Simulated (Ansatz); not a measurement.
# Single-point calculation of Mg6O7 (part 1 of 2)

- system: Mg6O7 (slab, 13 atoms in the cell)
- method: DFT r2SCAN, scalar-relativistic, plane waves, PAW, no spin polarisation (Ansatz 0.2.0)

The structure derives from an entry of the Crystallography Open Database. It belongs to a series of runs on one base structure; here: repeats removed: -1.

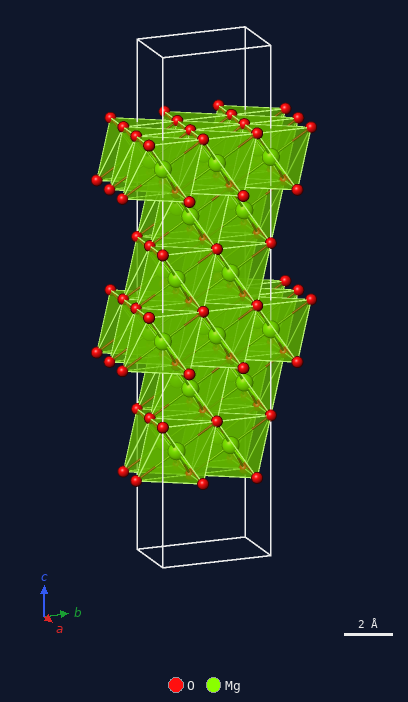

Figure 1. The input geometry (polyhedral view of the 2 × 2 repeat of the cell, with the vacuum cut short, seen slightly off an axis; polyhedra are completed across the faces of the cell).

## Input
```yaml
crystal:
  lattice:
    - [2.9728306127, 0.0, 0.0]
    - [-1.4864153063, 2.5745468317, 0.0]
    - [0.0, 0.0, 29.5638361856]
  atoms:
    - { symbol: O, position: [0.3333333333, 0.6666666667, 0.2536883222] }
    - { symbol: Mg, position: [0.6666666667, 0.3333333333, 0.2947402685] }
    - { symbol: O, position: [0.0, 0.0, 0.3357922148] }
    - { symbol: Mg, position: [0.3333333333, 0.6666666667, 0.3768441611] }
    - { symbol: O, position: [0.6666666667, 0.3333333333, 0.4178961074] }
    - { symbol: Mg, position: [0.0, 0.0, 0.4589480537] }
    - { symbol: O, position: [0.3333333333, 0.6666666667, 0.5] }
    - { symbol: Mg, position: [0.6666666667, 0.3333333333, 0.5410519463] }
    - { symbol: O, position: [0.0, 0.0, 0.5821038926] }
    - { symbol: Mg, position: [0.3333333333, 0.6666666667, 0.6231558389] }
    - { symbol: O, position: [0.6666666667, 0.3333333333, 0.6642077852] }
    - { symbol: Mg, position: [0.0, 0.0, 0.7052597315] }
    - { symbol: O, position: [0.3333333333, 0.6666666667, 0.7463116778] }
basis:
  ecutwfc: 500
kpoints:
  mp_grid: { grid: [9, 9, 1] }
hamiltonian:
  xc: r2scan
scf:
  occupations: { method: gaussian, width: 0.05 }
output:
  forces: true
  stress: true
  eigenvalues: true
  write_density: true
  write_potential: true
  elf: true
  volumetric_format: npy
efield:
  axis: 3
  dipole_correction: true
  ramp_width: 0.04
```

Machine: 1 thread of Intel Xeon Gold (Sapphire Rapids), 64 GiB of memory available, shared host.

Run as:
```bash
ansatz run input.yaml --threads 1 --pin off --max-ram 2560MiB --backend cpu --events-out ev --progress --plain --runs-dir out
```

## Output
```
Engine: ansatz 0.2.0, x86_64-unknown-linux-gnu
Pseudopotentials: kind: paw
Pseudopotential: O, paw, valence charge 6, recommended cutoff 500 eV (meta_gga), O.paw.azcp
Pseudopotential: Mg, paw, valence charge 10, recommended cutoff 500 eV (meta_gga), Mg.paw.azcp
Functional definition: r2SCAN
  parameter k0 = 0.174
  parameter k1 = 0.065
  parameter a1 = 4.9479
  exchange = r2scan_x(k0 = k0, k1 = k1, a1 = a1)
  correlation = r2scan_c
Crystal: 13 atoms, lattice volume = 226.272 Å³
Basis set: ecut = 500 eV, 5867 PW (Γ), exchange–correlation on 96×96×864 points (64 copies of the dense FFT grid, shifted against one another)
Bands: 64, of which v1, the nominal top of the filled ones, is band 51 counted from 1 (50 counted from 0)
Symmetry: 6 space group operations
k-points: 12 of 81 (time reversal used)
Non-local potential: O, projectors of the file, l = 0: 2, l = 1: 2, l = 2: 1
Non-local potential: Mg, projectors of the file, l = 0: 3, l = 1: 2, l = 2: 1
PAW form: soft (Blöchl's): semilocal exchange-correlation on the pseudo side does not see the compensation charge
PAW frozen core: O, regenerated for the run's functional (the file was generated under x = pbe(κ = 0.804, μ = 0.2195149727645171), c = pbe(β = 0.06672455060314922))
PAW frozen core: Mg, regenerated for the run's functional (the file was generated under x = pbe(κ = 0.804, μ = 0.2195149727645171), c = pbe(β = 0.06672455060314922))
PAW one-centre angular grid: O, 302 points (default); XC on 160 Gauss nodes
PAW one-centre angular grid: Mg, 302 points (default); XC on 224 Gauss nodes
Initial density: superposition of atomic densities (neutral atoms: chi_scale 0, normalization atom), corrected by the library's trained network
Initial wavefunctions: pseudopotential atomic-orbital guess
Functional: x = r2scan, c = r2scan; τ floored in thin density (d = 2e-4 eV/Å³)
SCF iter   1: F=—  HF=-15550.728341 eV  |F-HF|=—  |Δ(HF+E_count)|=         —  Δρ=1.21e-2  dr2=4.90e-1  dr2_τ=4.14e-1  ethr=1.77e-3  p=0.000 e·Å  D=2.97e-13 V/Å  ΔV_dip=-0.00 eV  dr2_dipole=7.07e-6  V_vac-E_F(+/−)=10.33/10.33 eV  ⟨swp⟩=11.8  Hψ=4354  notcnv=0  defer=25
efield: sawtooth ramp at fractional position 0.9800 (placed from the atoms, in the widest stretch of the axis that holds none; the zero of the levels goes with the place), width 0.0400; the density the first Hamiltonian is built on has a dipole p = 0.000 e·Å; the dipole correction subtracts the counter field D = 2.97e-13 V/Å, which shifts the + side's vacuum level by -0.00 eV against the − side's; the planar-averaged density in the ramp window peaks in size at 2.0e-5 e/Å³
preconditioner: auto → LDOS  [metal: Δε(μ)=0.047 eV  Ē_g=16.206 eV  σ=0.050 eV  W_gap=0.47  n_scr=22 (ndim 8)  ℏωp=18.1 eV  f_vac=0.435  D(μ)=8.67/eV (n_scr^D=78)  β→1.0]
SCF iter   2: F=—  HF=-15551.615908 eV  |F-HF|=—  |Δ(HF+E_count)|=   8.88e-1  Δρ=5.66e-2  dr2=5.95e1  dr2_τ=5.92e-1  ethr=4.81e-4  p=-0.000 e·Å  D=-6.71e-6 V/Å  ΔV_dip=0.00 eV  dr2_dipole=6.01e-5  V_vac-E_F(+/−)=10.18/10.18 eV  ⟨swp⟩=3.4  Hψ=1485  notcnv=0  defer=90  recentre
SCF iter   3: F=—  HF=-15551.211200 eV  |F-HF|=—  |Δ(HF+E_count)|=   4.05e-1  Δρ=1.11e-2  dr2=4.86e-1  dr2_τ=4.57e-3  ethr=4.81e-4  p=-0.000 e·Å  D=-3.56e-7 V/Å  ΔV_dip=0.00 eV  dr2_dipole=2.04e-7  V_vac-E_F(+/−)=10.36/10.36 eV  ⟨swp⟩=3.9  Hψ=1613  notcnv=0  defer=73
SCF iter   4: F=—  HF=-15551.188684 eV  |F-HF|=—  |Δ(HF+E_count)|=   2.25e-2  Δρ=9.08e-3  dr2=3.84e-1  dr2_τ=5.24e-3  ethr=4.76e-4  p=-0.000 e·Å  D=-2.95e-6 V/Å  ΔV_dip=0.00 eV  dr2_dipole=2.81e-6  V_vac-E_F(+/−)=10.38/10.38 eV  ⟨swp⟩=1.9  Hψ=956  notcnv=0  defer=73
SCF iter   5: F=—  HF=-15551.152355 eV  |F-HF|=—  |Δ(HF+E_count)|=   3.63e-2  Δρ=5.13e-3  dr2=2.48e-1  dr2_τ=2.77e-3  ethr=3.77e-4  p=-0.000 e·Å  D=-5.31e-6 V/Å  ΔV_dip=0.00 eV  dr2_dipole=2.45e-5  V_vac-E_F(+/−)=10.44/10.44 eV  ⟨swp⟩=2.0  Hψ=790  notcnv=0  defer=76
SCF iter   6: F=—  HF=-15551.135884 eV  |F-HF|=—  |Δ(HF+E_count)|=   1.65e-2  Δρ=3.67e-3  dr2=1.80e-1  dr2_τ=1.77e-3  ethr=2.43e-4  p=-0.000 e·Å  D=-9.77e-6 V/Å  ΔV_dip=0.00 eV  dr2_dipole=8.26e-6  V_vac-E_F(+/−)=10.47/10.47 eV  ⟨swp⟩=2.1  Hψ=1078  notcnv=0  defer=79
SCF iter   7: F=—  HF=-15551.128180 eV  |F-HF|=—  |Δ(HF+E_count)|=   7.70e-3  Δρ=3.55e-3  dr2=1.48e-1  dr2_τ=1.55e-3  ethr=1.76e-4  p=-0.000 e·Å  D=-5.87e-6 V/Å  ΔV_dip=0.00 eV  dr2_dipole=1.23e-6  V_vac-E_F(+/−)=10.47/10.47 eV  ⟨swp⟩=1.8  Hψ=765  notcnv=0  defer=79
SCF iter   8: F=—  HF=-15551.113605 eV  |F-HF|=—  |Δ(HF+E_count)|=   1.46e-2  Δρ=2.44e-3  dr2=8.39e-2  dr2_τ=8.07e-4  ethr=1.45e-4  p=-0.000 e·Å  D=-2.33e-6 V/Å  ΔV_dip=0.00 eV  dr2_dipole=1.90e-7  V_vac-E_F(+/−)=10.47/10.47 eV  ⟨swp⟩=2.1  Hψ=767  notcnv=0  defer=79
SCF iter   9: F=—  HF=-15551.108083 eV  |F-HF|=—  |Δ(HF+E_count)|=   5.52e-3  Δρ=2.09e-3  dr2=6.15e-2  dr2_τ=5.79e-4  ethr=8.23e-5  p=-0.000 e·Å  D=-1.66e-6 V/Å  ΔV_dip=0.00 eV  dr2_dipole=1.96e-7  V_vac-E_F(+/−)=10.47/10.47 eV  ⟨swp⟩=1.6  Hψ=937  notcnv=0  defer=79
SCF iter  10: F=—  HF=-15551.101189 eV  |F-HF|=—  |Δ(HF+E_count)|=   6.89e-3  Δρ=1.63e-3  dr2=2.82e-2  dr2_τ=2.52e-4  ethr=6.03e-5  p=-0.000 e·Å  D=-2.16e-5 V/Å  ΔV_dip=0.00 eV  dr2_dipole=6.57e-10  V_vac-E_F(+/−)=10.46/10.46 eV  ⟨swp⟩=2.4  Hψ=831  notcnv=0  defer=79
SCF iter  11: F=—  HF=-15551.096462 eV  |F-HF|=—  |Δ(HF+E_count)|=   4.73e-3  Δρ=2.18e-3  dr2=1.22e-2  dr2_τ=2.29e-4  ethr=2.77e-5  p=-0.000 e·Å  D=-2.29e-5 V/Å  ΔV_dip=0.00 eV  dr2_dipole=2.19e-6  V_vac-E_F(+/−)=10.45/10.45 eV  ⟨swp⟩=3.0  Hψ=1033  notcnv=0  defer=79
SCF iter  12: F=—  HF=-15551.096425 eV  |F-HF|=—  |Δ(HF+E_count)|=   3.72e-5  Δρ=1.46e-3  dr2=8.39e-3  dr2_τ=3.57e-4  ethr=1.20e-5  p=-0.000 e·Å  D=-9.58e-6 V/Å  ΔV_dip=0.00 eV  dr2_dipole=3.70e-9  V_vac-E_F(+/−)=10.46/10.45 eV  ⟨swp⟩=2.2  Hψ=996  notcnv=0  defer=81
SCF iter  13: F=—  HF=-15551.096715 eV  |F-HF|=—  |Δ(HF+E_count)|=   2.91e-4  Δρ=1.59e-3  dr2=1.01e-2  dr2_τ=9.96e-5  ethr=8.23e-6  p=-0.000 e·Å  D=-7.50e-6 V/Å  ΔV_dip=0.00 eV  dr2_dipole=5.09e-7  V_vac-E_F(+/−)=10.46/10.45 eV  ⟨swp⟩=1.8  Hψ=785  notcnv=0  defer=81
SCF iter  14: F=—  HF=-15551.096139 eV  |F-HF|=—  |Δ(HF+E_count)|=   5.76e-4  Δρ=1.13e-3  dr2=4.18e-3  dr2_τ=5.17e-5  ethr=8.23e-6  p=-0.000 e·Å  D=-4.59e-6 V/Å  ΔV_dip=0.00 eV  dr2_dipole=8.38e-8  V_vac-E_F(+/−)=10.45/10.45 eV  ⟨swp⟩=1.8  Hψ=795  notcnv=0  defer=81
SCF iter  15: F=—  HF=-15551.095800 eV  |F-HF|=—  |Δ(HF+E_count)|=   3.39e-4  Δρ=3.21e-4  dr2=2.11e-4  dr2_τ=7.93e-6  ethr=4.10e-6  p=-0.000 e·Å  D=-3.76e-6 V/Å  ΔV_dip=0.00 eV  dr2_dipole=4.41e-7  V_vac-E_F(+/−)=10.45/10.45 eV  ⟨swp⟩=1.8  Hψ=731  notcnv=0  defer=81
SCF iter  16: F=—  HF=-15551.095850 eV  |F-HF|=—  |Δ(HF+E_count)|=   4.99e-5  Δρ=1.44e-4  dr2=5.60e-5  dr2_τ=2.69e-6  ethr=2.07e-7  p=0.000 e·Å  D=3.73e-7 V/Å  ΔV_dip=-0.00 eV  dr2_dipole=1.16e-8  V_vac-E_F(+/−)=10.45/10.45 eV  ⟨swp⟩=2.7  Hψ=931  notcnv=0  defer=81
SCF iter  17: F=—  HF=-15551.095854 eV  |F-HF|=—  |Δ(HF+E_count)|=   4.36e-6  Δρ=7.46e-5  dr2=1.43e-5  dr2_τ=8.95e-7  ethr=5.49e-8  p=0.000 e·Å  D=4.56e-7 V/Å  ΔV_dip=-0.00 eV  dr2_dipole=1.07e-7  V_vac-E_F(+/−)=10.45/10.45 eV  ⟨swp⟩=2.1  Hψ=942  notcnv=0  defer=81
SCF iter  18: F=—  HF=-15551.095855 eV  |F-HF|=—  |Δ(HF+E_count)|=   7.91e-7  Δρ=4.81e-5  dr2=6.23e-6  dr2_τ=2.03e-7  ethr=1.40e-8  p=0.000 e·Å  D=6.61e-7 V/Å  ΔV_dip=-0.00 eV  dr2_dipole=2.80e-9  V_vac-E_F(+/−)=10.45/10.45 eV  ⟨swp⟩=2.0  Hψ=976  notcnv=0  defer=81
SCF iter  19: F=—  HF=-15551.095855 eV  |F-HF|=—  |Δ(HF+E_count)|=   1.42e-7  Δρ=1.42e-5  dr2=5.00e-7  dr2_τ=1.61e-8  ethr=6.11e-9  p=0.000 e·Å  D=5.54e-7 V/Å  ΔV_dip=-0.00 eV  dr2_dipole=2.30e-9  V_vac-E_F(+/−)=10.45/10.45 eV  ⟨swp⟩=2.0  Hψ=945  notcnv=0  defer=81
SCF iter  20: F=-15551.095855 eV  HF=-15551.095855 eV  |F-HF|=6.67e-9  |Δ(HF+E_count)|=   2.08e-8  Δρ=2.93e-6  dr2=2.62e-8  dr2_τ=1.84e-9  ethr=9.80e-11  p=0.000 e·Å  D=2.72e-7 V/Å  ΔV_dip=-0.00 eV  dr2_dipole=2.14e-9  V_vac-E_F(+/−)=10.45/10.45 eV  ⟨swp⟩=21.1  Hψ=7070  notcnv=0
SCF 1 converged in 20 iterations: F = -15551.095855 eV  dr2 = 2.62e-8
  greatest PAW one-centre occupation: 1.000 electrons in one spin orbital (limit 2), on the Mg atom at site 5 (counted from 0), in its partial waves of l = 0
```

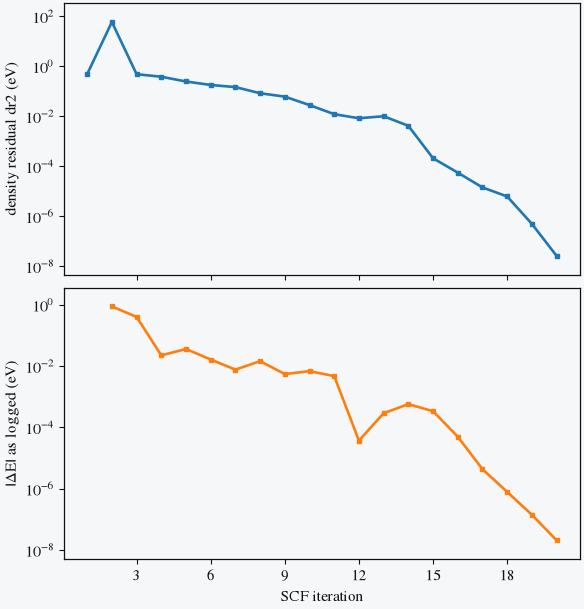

Figure 2. Convergence of the self-consistent field: density residual dr2 and size of the energy change against the SCF iteration. The residual comes down, with one marked jump up, by a factor of about 100, at step 2.
